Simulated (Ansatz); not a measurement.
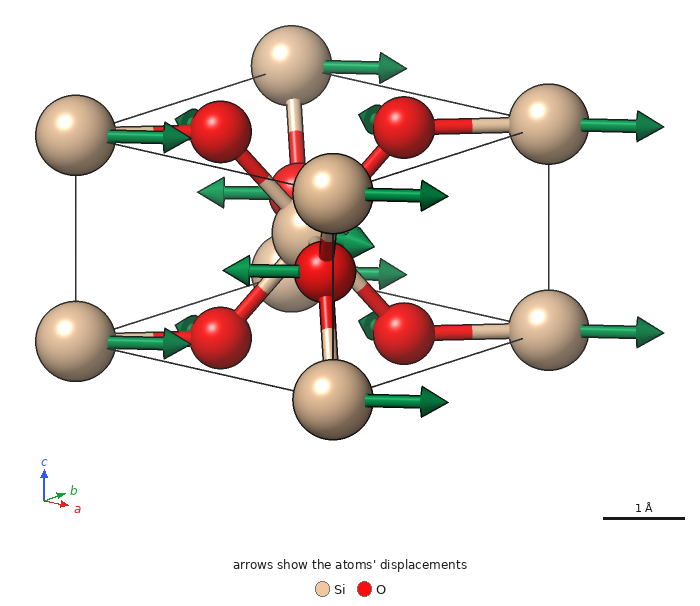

One vibrational mode of a crystal of SiO$_{2}$ at the zone centre. Displacements are drawn as green arrows; their common scale and sign are arbitrary. Style: ball-and-stick. Shown: the cell of the calculation, from a free direction.

All numbers below come from DFT r2SCAN, scalar-relativistic, plane waves, PAW (Ansatz). Settings: plane-wave cutoff 500 eV; k-point mesh 6 × 6 × 8; occupations gaussian; smearing width 0.05 eV; no spin polarisation.

Frequencies are those without the non-analytic (LO–TO) term.

Q: What mode is this, and where does it lie in the spectrum?

A: This is the E_u mode (doubly degenerate; one member of the set is drawn) at 57.6 meV, optical level 3 of 11, counted from below, infrared-active by symmetry. The kinetic energy is shared as Si 52 %, O 48 %.
